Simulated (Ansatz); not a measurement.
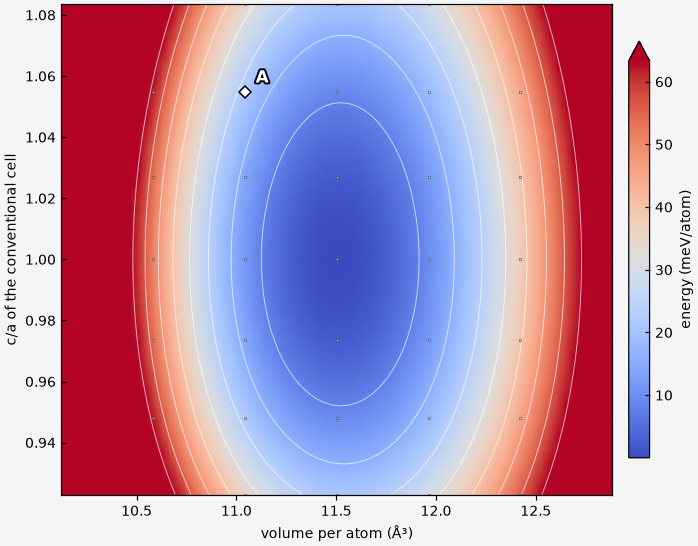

Co (Fd-3m, No. 227; 6 atoms in the cell). 
- The energy is mapped over volume and the cell's shape.
- First axis: volume per atom. Second axis: c/a of the conventional cell.
- Nothing is relaxed (symmetry fixes all fractional coordinates).
- The scan uses a 7 × 7 grid.
- Points are written as (first, second).
- Energies: meV/atom, counted from the lowest grid point.
- The electronic state followed may not be the lowest one.
- The calculation used DFT PBE, scalar-relativistic, plane waves, PAW in Ansatz 0.2.0. Settings: cutoff 520 eV, k-mesh 12×12×12, gaussian smearing 0.15 eV, spin-polarised.

In the figure: a smooth colour map with a few white contour lines, dots at the grid points, one colour for all values above the top of the scale, the point A. Between grid points the surface is interpolated.

Q: Is A at rest? If not, where is it pushed?

A: A, at (11.04 Å³, 1.055), is not a stationary point. The computed force is 56 meV/atom for each Å³ towards larger values of volume per atom and 350 meV/atom for each unit towards smaller values of c/a of the conventional cell.

PAW datasets: the set soft_1.
